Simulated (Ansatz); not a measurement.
## C: single-point calculation

- system: C (slab, 6 atoms in the cell)
- method: DFT, PBE, all-electron LAPW, scalar-relativistic, no spin polarisation (Ansatz 0.2.0)

Figures and captions count atoms from 1; the log counts them from 0 in places.

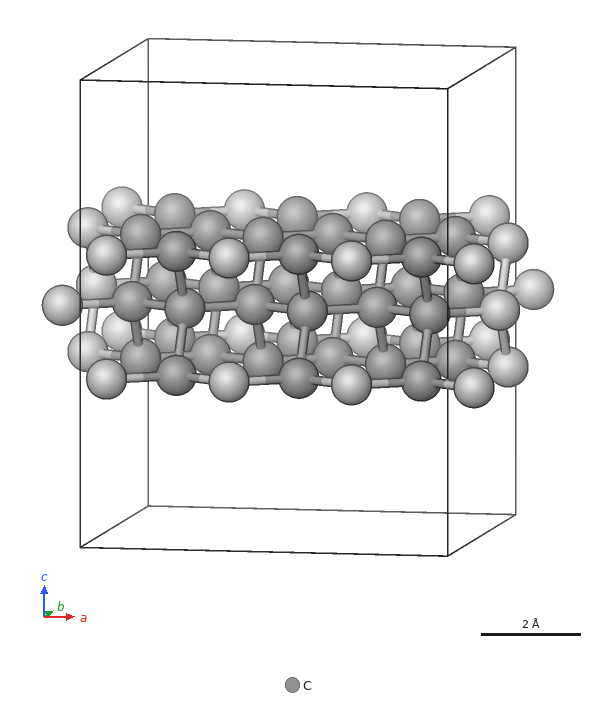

Figure 1. The structure as given in the input (ball-and-stick view of the 3 × 2 repeat of the cell, with the vacuum cut short, seen slightly off an axis; neighbours outside the cell are drawn fainter).

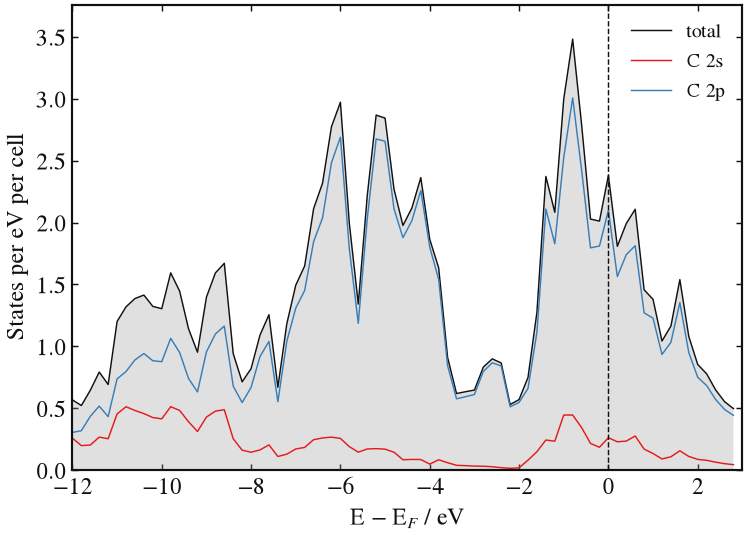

Figure 2. Density of states (projected on atomic shells), with energies from the Fermi level. There are states at the Fermi level: a metal at this level of theory.

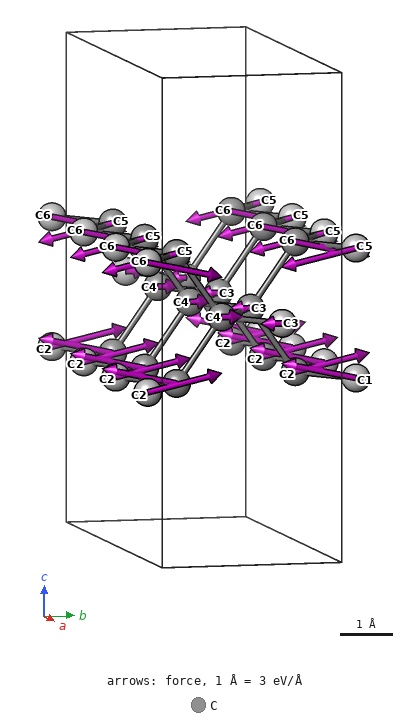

Figure 3. Forces on the atoms as pink arrows (ball-and-stick view of the 3 × 1 repeat of the cell, with the vacuum cut short, seen slightly off an axis; neighbours outside the cell are drawn fainter; atoms are numbered from 1 in the order of the input). The largest act on C1, C2, C5, C6 (4.60 eV/Å). The geometry is not a stationary point of this energy.

These pictures come from the run below.

**Input**
```yaml
crystal:
  lattice:
    - [2.5255274271, 0.0, 0.0]
    - [0.0, 3.5716351395, 0.0]
    - [0.0, 0.0, 18.5255]
  atoms:
    - { symbol: C, position: [0.75, 0.125, 0.4318364571] }
    - { symbol: C, position: [0.25, 0.875, 0.4318364571] }
    - { symbol: C, position: [0.25, 0.625, 0.5] }
    - { symbol: C, position: [0.75, 0.375, 0.5] }
    - { symbol: C, position: [0.75, 0.125, 0.5681635429] }
    - { symbol: C, position: [0.25, 0.875, 0.5681635429] }
kpoints:
  mp_grid: { grid: [12, 8, 1] }
scf:
  occupations: { method: fermi_dirac, width: 0.02 }
hamiltonian:
  xc: pbe
  pseudopotentials: { kind: all_electron, lapw: { basis_error: 0.001 } }
output:
  forces: true
  stress: true
  eigenvalues: true
  populations: true
  dos: { projected: true, de: 0.2, e_range: [-14, 8] }
efield:
  axis: 3
  amplitude: 0
  dipole_correction: true
```

Launch command:
```bash
ansatz run input.yaml --threads 2 --pin off --max-ram 4096MiB --backend cpu --events-out ev --progress --plain --runs-dir out
```

**Log**
```
C: projections on atomic orbitals take those of the free atom 1s2 2s2 2p2, of charge +0.00 (hamiltonian.pseudopotentials.projection_atoms)
LAPW: plane waves up to 10.843 Å⁻¹, error target 1.0e-3 eV per atom; small_component_spin mean_spin; C in spheres of 0.773 Å, 6 of its electrons in bands, Dirac shells [] (how accurate: hamiltonian.pseudopotentials.lapw.basis_error, Limitations)
Engine: ansatz 0.2.0, aarch64-unknown-linux-gnu
Pseudopotentials: kind: all_electron
Pseudopotential: C, LAPW, valence charge 6, lapw/all_electron/scalar/gaussian/C, Koelling and Harmon's equation, gaussian nucleus
Functional definition: PBE
  parameter kappa = 0.804
  parameter beta = 0.06672455060314922
  exchange = pbe_x(kappa = kappa, mu = beta*pi^2/3)
  correlation = pbe_c(beta = beta)
Crystal: 6 atoms, lattice volume = 167.105 Å³
Basis set: ecut = 447.9350445175539 eV, 3615 PW (Γ), exchange–correlation at level 2
Bands: 24, of which v1, the nominal top of the filled ones, is band 18 counted from 1 (17 counted from 0)
Symmetry: 4 space group operations
k-points: 35 of 96
Non-local potential: C, projectors of the file, none
Initial density: superposition of atomic densities (neutral atoms: chi_scale 0, normalization atom)
Initial wavefunctions: plane waves of lowest kinetic energy (no species holds an atomic orbital)
Functional: x = pbe(κ = 0.804, μ = 0.2195149727645171), c = pbe(β = 0.06672455060314922)
iter 1 solved again at ethr=1.10e-2 eV; its pass at ethr=1.00e-1 eV (dr2=3.95e0 eV) is discarded
SCF iter   1: F=—  HF=-6214.919380 eV  |F-HF|=—  |Δ(HF+E_count)|=         —  Δρ=5.20e-2  dr2=4.00e0  ethr=1.10e-2  p=-0.000 e·Å  D=-2.70e-14 V/Å  ΔV_dip=0.00 eV  dr2_dipole=2.65e-12  V_vac-E_F(+/−)=8.48/8.48 eV  ⟨swp⟩=3.4  Hψ=5758  notcnv=0
efield: sawtooth ramp at fractional position 0.9500 (placed from the atoms, in the widest stretch of the axis that holds none; the zero of the levels goes with the place), width 0.1000; the density the first Hamiltonian is built on has a dipole p = -0.000 e·Å; the dipole correction subtracts the counter field D = -2.08e-15 V/Å, which shifts the + side's vacuum level by +0.00 eV against the − side's; the planar-averaged density in the ramp window peaks in size at 1.3e-7 e/Å³
preconditioner: auto → LDOS  [metal: Δε(μ)=0.058 eV  Ē_g=14.136 eV  σ=0.020 eV  W_gap=0.46  n_scr=26 (ndim 8)  ℏωp=14.1 eV  f_vac=0.677  D(μ)=2.55/eV (n_scr^D=8)  β→1.0]
iter 2 solved again at ethr=4.02e-4 eV; its pass at ethr=1.10e-2 eV (dr2=1.45e-1 eV) is discarded
SCF iter   2: F=—  HF=-6213.410357 eV  |F-HF|=—  |Δ(HF+E_count)|=    1.51e0  Δρ=1.23e-2  dr2=1.45e-1  ethr=4.02e-4  p=0.000 e·Å  D=8.65e-7 V/Å  ΔV_dip=-0.00 eV  dr2_dipole=3.26e-12  V_vac-E_F(+/−)=6.65/6.65 eV  ⟨swp⟩=3.3  Hψ=4641  notcnv=0  defer=8
SCF iter   3: F=—  HF=-6213.440611 eV  |F-HF|=—  |Δ(HF+E_count)|=         —  Δρ=3.11e-3  dr2=2.17e-2  ethr=4.02e-4  p=0.000 e·Å  D=1.63e-7 V/Å  ΔV_dip=-0.00 eV  dr2_dipole=4.33e-12  V_vac-E_F(+/−)=6.30/6.30 eV  ⟨swp⟩=3.8  Hψ=2698  notcnv=0
the basis was enlarged: its passes take 299.4 KiB over the memory plan, 2 of 2 planned eigensolver slots
SCF iter   4: F=—  HF=-6213.438388 eV  |F-HF|=—  |Δ(HF+E_count)|=   2.22e-3  Δρ=1.21e-3  dr2=2.48e-3  ethr=6.02e-5  p=0.000 e·Å  D=7.11e-8 V/Å  ΔV_dip=-0.00 eV  dr2_dipole=2.55e-14  V_vac-E_F(+/−)=6.10/6.10 eV  ⟨swp⟩=4.1  Hψ=2782  notcnv=0  defer=1
SCF iter   5: F=—  HF=-6213.438127 eV  |F-HF|=—  |Δ(HF+E_count)|=   2.61e-4  Δρ=3.60e-4  dr2=2.32e-4  ethr=6.89e-6  p=-0.000 e·Å  D=-1.32e-8 V/Å  ΔV_dip=0.00 eV  dr2_dipole=2.02e-15  V_vac-E_F(+/−)=6.02/6.02 eV  ⟨swp⟩=3.3  Hψ=2574  notcnv=0  defer=3
SCF iter   6: F=—  HF=-6213.438131 eV  |F-HF|=—  |Δ(HF+E_count)|=   3.57e-6  Δρ=6.54e-5  dr2=1.14e-5  ethr=6.45e-7  p=-0.000 e·Å  D=-1.68e-8 V/Å  ΔV_dip=0.00 eV  dr2_dipole=5.52e-16  V_vac-E_F(+/−)=6.00/6.00 eV  ⟨swp⟩=3.4  Hψ=2467  notcnv=0
SCF iter   7: F=—  HF=-6213.438132 eV  |F-HF|=—  |Δ(HF+E_count)|=   1.23e-6  Δρ=1.14e-5  dr2=3.22e-7  ethr=3.15e-8  p=-0.000 e·Å  D=-1.02e-8 V/Å  ΔV_dip=0.00 eV  dr2_dipole=4.57e-15  V_vac-E_F(+/−)=6.00/6.00 eV  ⟨swp⟩=3.0  Hψ=2143  notcnv=0
SCF iter   8: F=-6213.438132 eV  HF=-6213.438132 eV  |F-HF|=2.14e-8  |Δ(HF+E_count)|=   2.74e-7  Δρ=2.12e-6  dr2=1.53e-8  ethr=8.95e-10  p=0.000 e·Å  D=6.85e-10 V/Å  ΔV_dip=-0.00 eV  dr2_dipole=1.24e-15  V_vac-E_F(+/−)=6.00/6.00 eV  ⟨swp⟩=3.0  Hψ=2346  notcnv=0
SCF 1 converged in 8 iterations: F = -6213.438132 eV  dr2 = 1.53e-8
SCF converged after 8 iterations
Free energy (F): -6213.438132 eV
Harris-Foulkes:  -6213.438132 eV  (|F-HF|=2.14e-8)
Internal energy: -6213.433553 eV  (E = F + TS)
E sigma→0 (E₀):  -6213.435843 eV
Entropy (-TS):   -0.004579 eV (-0.763 meV/atom)
Fermi energy:    -2.037364 eV
Dipole field:    D = 0.000000 V/Å  (p = 0.000000 e·Å, saw-weighted, corrected)
Work function:   Φ+ = 6.0009 eV   Φ− = 6.0009 eV
Levels:          The Fermi level and band energies are counted from a zero that moves with the ramp; work functions are not
--- Per-component energies (eV) ---
  E_band       = -3454.385915
  E_kinetic    = 6175.790408
  E_xc         = -874.771043
  E_efield     = 0.000000  (sawtooth field / dipole correction)
  E_electrostatic = -11514.452919  (all electrons and nuclei)
  E_smearing   = -0.004579  (= −TS)
  E_closure    = 0.000000  (closes the sum)
  E_atoms      = -6165.796942  (free atoms, spherical and without spin; not in F)
  Σ components = -6213.438132   (vs F -6213.438132, Δ=0.00e0)
  Basis errors (estimates in eV, not in F): energy 6.4e-4 per atom: plane waves 6.1e-4 (4.0e-4 summed), levels above the bands 3.3e-154, relativity 1.5e-8, radial functions 2.5e-5, core shells 0.0e0; eigenvalues (radial functions only) 1.4e-6; not estimated: angular momenta, meshes, grids; target (lapw.basis_error) 1.0e-3; muffin-tin radii C 0.773 Å
--- Forces (eV/Å), atoms counted from 1 ---
  atom   1  C      0.00000000    -4.48942318     0.99856709
  atom   2  C      0.00000000     4.48942318     0.99856709
  atom   3  C      0.00000000    -1.34303890    -0.00000000
  atom   4  C      0.00000000     1.34303890    -0.00000000
  atom   5  C      0.00000000    -4.48942327    -0.99856736
  atom   6  C      0.00000000     4.48942327    -0.99856736
  max |Σ_I F_I| component: 5.46e-7 eV/Å
--- Stress (GPa, compression-positive) ---
       -4.321461       0.000000       0.000000
        0.000000      -6.028102       0.000000
        0.000000       0.000000      -4.836813
  P = ⅓ Tr σ = -5.0621 GPa (-50.621 kbar)
--- Band table (eV; the first three rows and the last of 35) ---
  k-point 0: bands = ["-268.4242", "-268.4184", "-267.9870", "-267.9870", "-267.9813", "-267.9813", "-21.8029", "-17.7300", "-14.5866", "-13.1713", "-8.9141", "-8.7383", "-8.6421", "-7.1128", "-4.3893", "-4.3075", "-2.5297", "-1.8393", "-1.6177", "1.4967", "3.3275", "3.6550", "4.1464", "4.4189"]
  k-point 1: bands = ["-268.4242", "-268.4184", "-267.9870", "-267.9870", "-267.9813", "-267.9813", "-21.6638", "-17.6374", "-15.6000", "-12.3461", "-10.1490", "-8.4063", "-7.6042", "-6.9936", "-4.3671", "-3.9262", "-2.8091", "-2.7511", "-0.9878", "1.0551", "3.4724", "3.8528", "4.2255", "4.6469"]
  k-point 2: bands = ["-268.4242", "-268.4184", "-267.9870", "-267.9870", "-267.9813", "-267.9813", "-21.2483", "-17.3865", "-17.0665", "-11.4374", "-11.4303", "-7.5645", "-6.7930", "-6.6430", "-4.3124", "-3.6109", "-3.5078", "-2.9693", "-0.8990", "0.1496", "3.8554", "4.4039", "4.5644", "5.2500"]
  k-point 34: bands = ["-268.4213", "-268.4213", "-267.9841", "-267.9841", "-267.9841", "-267.9841", "-16.2122", "-16.2122", "-14.0422", "-14.0422", "-12.9280", "-12.9280", "-8.5377", "-8.5377", "-6.9237", "-6.9237", "-2.5034", "-2.5034", "-1.1831", "-1.1831", "7.6131", "7.6131", "7.7150", "7.7150"]
--- Löwdin populations: 6 sites ---
  site symbol       q [e]
     0      C      5.9840
     1      C      5.9840
     2      C      5.9350
     3      C      5.9350
     4      C      5.9840
     5      C      5.9840
  spilling = 0.005383 (of n_electrons = 36.000000)
```

**File dos.tsv**
```
# E-E_F[eV]	g_bin_mean(E)[states/eV]	N(E)
# format = ansatz-dos/2
# fermi_ev = -2.037364
# fermi_mp_grid = 12 8 1
# fermi_mp_shift = 0 0 0
# tetrahedron_fermi_ev = -2.066213
# g_bin_mean(E): the states in a bin one row spacing wide, centred on E, divided by that spacing. States that the method places at a single energy (under output.dos.method: tetrahedron, those of a tetrahedron whose four corners have one energy) are counted whole in the row whose bin holds that energy (on the edge of two bins, in the lower row). The sum of g_bin_mean over a run of rows, times the row spacing, is the number of states from half a spacing under the first of them to half a spacing over the last (a plain sum, not the trapezoid rule).
-14.000000	1.085258e0	1.629097e1
-13.800000	1.448857e0	1.654318e1
-13.600000	7.354691e-1	1.677865e1
-13.400000	5.016996e-1	1.688474e1
-13.200000	5.282078e-1	1.698794e1
-13.000000	5.535127e-1	1.709561e1
-12.800000	6.641183e-1	1.721061e1
-12.600000	1.152930e0	1.742227e1
-12.400000	5.487607e-1	1.757326e1
-12.200000	5.070441e-1	1.767383e1
-12.000000	5.675399e-1	1.778794e1
-11.800000	5.217627e-1	1.789213e1
-11.600000	6.449415e-1	1.800396e1
-11.400000	7.921308e-1	1.814527e1
-11.200000	6.916425e-1	1.830051e1
-11.000000	1.200771e0	1.848103e1
-10.800000	1.319313e0	1.874182e1
-10.600000	1.386026e0	1.901313e1
-10.400000	1.414134e0	1.929228e1
-10.200000	1.322623e0	1.956826e1
-10.000000	1.304062e0	1.982688e1
-9.800000	1.593486e0	2.011466e1
-9.600000	1.446305e0	2.043115e1
-9.400000	1.141411e0	2.068912e1
-9.200000	9.523007e-1	2.088770e1
-9.000000	1.396874e0	2.111721e1
-8.800000	1.592396e0	2.141499e1
-8.600000	1.670742e0	2.177182e1
-8.400000	9.411952e-1	2.202714e1
-8.200000	7.130757e-1	2.217848e1
-8.000000	8.201056e-1	2.232011e1
-7.800000	1.091225e0	2.253117e1
-7.600000	1.255363e0	2.278587e1
-7.400000	6.690918e-1	2.294906e1
-7.200000	1.182748e0	2.310769e1
-7.000000	1.493698e0	2.339300e1
-6.800000	1.649661e0	2.371346e1
-6.600000	2.112152e0	2.407567e1
-6.400000	2.318486e0	2.453511e1
-6.200000	2.774565e0	2.503222e1
-6.000000	2.972022e0	2.562641e1
-5.800000	1.992753e0	2.615523e1
-5.600000	1.341210e0	2.643896e1
-5.400000	2.213453e0	2.677477e1
-5.200000	2.868167e0	2.730866e1
-5.000000	2.843886e0	2.790899e1
-4.800000	2.270355e0	2.840729e1
-4.600000	1.976241e0	2.881853e1
-4.400000	2.117181e0	2.922810e1
-4.200000	2.363112e0	2.967653e1
-4.000000	1.864891e0	3.013650e1
-3.800000	1.633969e0	3.040467e1
-3.600000	9.103234e-1	3.072802e1
-3.400000	6.187672e-1	3.085771e1
-3.200000	6.331780e-1	3.098273e1
-3.000000	6.465530e-1	3.111098e1
-2.800000	8.322174e-1	3.125555e1
-2.600000	8.987003e-1	3.143150e1
-2.400000	8.656319e-1	3.161306e1
-2.200000	5.296837e-1	3.174801e1
-2.000000	5.697698e-1	3.185701e1
-1.800000	7.485518e-1	3.198867e1
-1.600000	1.276165e0	3.217238e1
-1.400000	2.372760e0	3.257521e1
-1.200000	2.082809e0	3.300103e1
-1.000000	2.997782e0	3.344230e1
-0.800000	3.482114e0	3.419705e1
-0.600000	2.792935e0	3.473562e1
-0.400000	2.028117e0	3.527090e1
-0.200000	2.011845e0	3.571134e1
0.000000	2.380909e0	3.606470e1
0.200000	1.807896e0	3.653894e1
0.400000	1.991751e0	3.691071e1
0.600000	2.107474e0	3.734262e1
0.800000	1.456698e0	3.768307e1
1.000000	1.379400e0	3.794782e1
1.200000	1.042852e0	3.821551e1
1.400000	1.163949e0	3.841354e1
1.600000	1.538789e0	3.868926e1
1.800000	1.079921e0	3.896758e1
2.000000	8.533764e-1	3.915205e1
2.200000	7.778773e-1	3.931467e1
2.400000	6.483930e-1	3.945693e1
2.600000	5.533486e-1	3.957716e1
2.800000	4.966440e-1	3.967931e1
3.000000	4.789480e-1	3.977838e1
3.200000	5.203703e-1	3.988112e1
3.400000	3.323049e-1	3.996874e1
3.600000	2.120876e-2	4.000000e1
3.800000	0.000000e0	4.000000e1
4.000000	0.000000e0	4.000000e1
4.200000	0.000000e0	4.000000e1
4.400000	0.000000e0	4.000000e1
4.600000	0.000000e0	4.000000e1
4.800000	0.000000e0	4.000000e1
5.000000	0.000000e0	4.000000e1
5.200000	0.000000e0	4.000000e1
5.400000	1.659711e-1	4.000224e1
5.600000	4.478396e-1	4.008166e1
5.800000	6.961345e-1	4.017859e1
6.000000	8.414294e-1	4.034944e1
6.200000	9.071901e-1	4.051209e1
6.400000	1.410839e0	4.073790e1
6.600000	2.095088e0	4.108191e1
6.800000	2.333502e0	4.156230e1
7.000000	2.194642e0	4.199091e1
7.200000	2.359036e0	4.245389e1
7.400000	2.358925e0	4.292596e1
7.600000	2.437743e0	4.340864e1
7.800000	2.330488e0	4.388235e1
8.000000	2.530187e0	4.435508e1
```

**File populations.tsv**
```
# site	symbol	l	j	q
# orbitals = lowdin
# n_electrons = 36.000000
# spilling = 0.005383
# projection_atom_C: 1s2 2s2 2p2
0	C	0_1S	-	1.992724
0	C	0_2S	-	1.091178
0	C	1_2P	-	2.900127
1	C	0_1S	-	1.992724
1	C	0_2S	-	1.091178
1	C	1_2P	-	2.900127
2	C	0_1S	-	1.991001
2	C	0_2S	-	0.980075
2	C	1_2P	-	2.963967
3	C	0_1S	-	1.991001
3	C	0_2S	-	0.980075
3	C	1_2P	-	2.963967
4	C	0_1S	-	1.992724
4	C	0_2S	-	1.091178
4	C	1_2P	-	2.900127
5	C	0_1S	-	1.992724
5	C	0_2S	-	1.091178
5	C	1_2P	-	2.900127
```

**Summary**

```json
{"quantity": "outcome", "value": "converged"}
{"quantity": "electrons in bands (core shells apart)", "value": "36"}
{"quantity": "free energy", "value": "−6213.4381 eV"}
{"quantity": "Fermi energy", "value": "−2.037 eV"}
{"quantity": "electronic character", "value": "metal"}
{"quantity": "largest force (length of the vector)", "value": "4.599 eV/Å"}
{"quantity": "hardware", "value": "2 threads of Arm Neoverse V1, 24 GiB of memory available, shared host"}
{"quantity": "wall time", "value": "79 s (CPU time 2.6 min)"}
{"quantity": "peak memory", "value": "2.1 GiB"}
```
